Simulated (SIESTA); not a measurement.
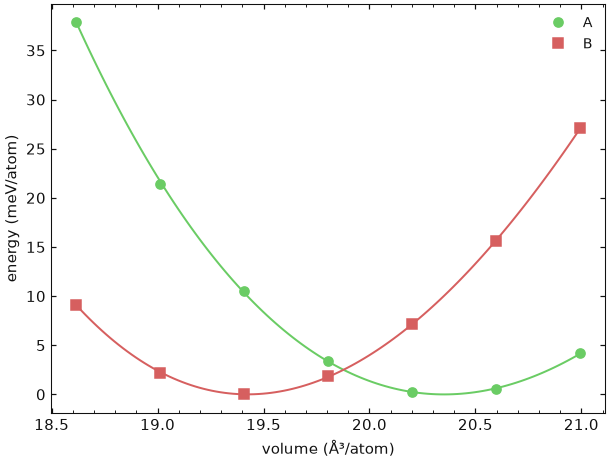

The figure compares two calculations of the energy against volume, each curve from its own zero. The first is for ZnS, space group P6_3mc (No. 186).

The cell holds 8 atoms.

Method: DFT in numerical atomic orbitals with pseudopotentials, no spin polarisation; energies at scaled volumes of the given cell, shape and fractions fixed, counted from the fit's minimum, third-order Birch-Murnaghan fit (SIESTA 5.4.2). Level: PBE.

| setting | value |
| --- | --- |
| k mesh | 8×8×3 |
| occupations | Fermi–Dirac |
| smearing width | 0.05 eV |
| potentials | PseudoDojo 0.4 standard, converted to PSML, two zetas on semicore shells |
| program settings | basis DZP, mesh cutoff 800 Ry |

In the second, the level changes from PBE to PBEsol. The second calculation uses k mesh 6×6×2.

Which of A and B is the second calculation, and what did the change do?

Answer. B. The equilibrium volume falls from 20.35 to 19.43 Å³/atom (−4.5 %) and the bulk modulus rises from 69.4 to 79.5 GPa (+15 %).

For both, limits of the calculation: mulliken charges of long orbitals; short basis over semicore shells; valence orbitals made in semicore potential; shape and atomic fractions are frozen while scaling, which makes layered, chain and framework solids too stiff.

V0 and the bulk modulus come from third-order Birch–Murnaghan fits.
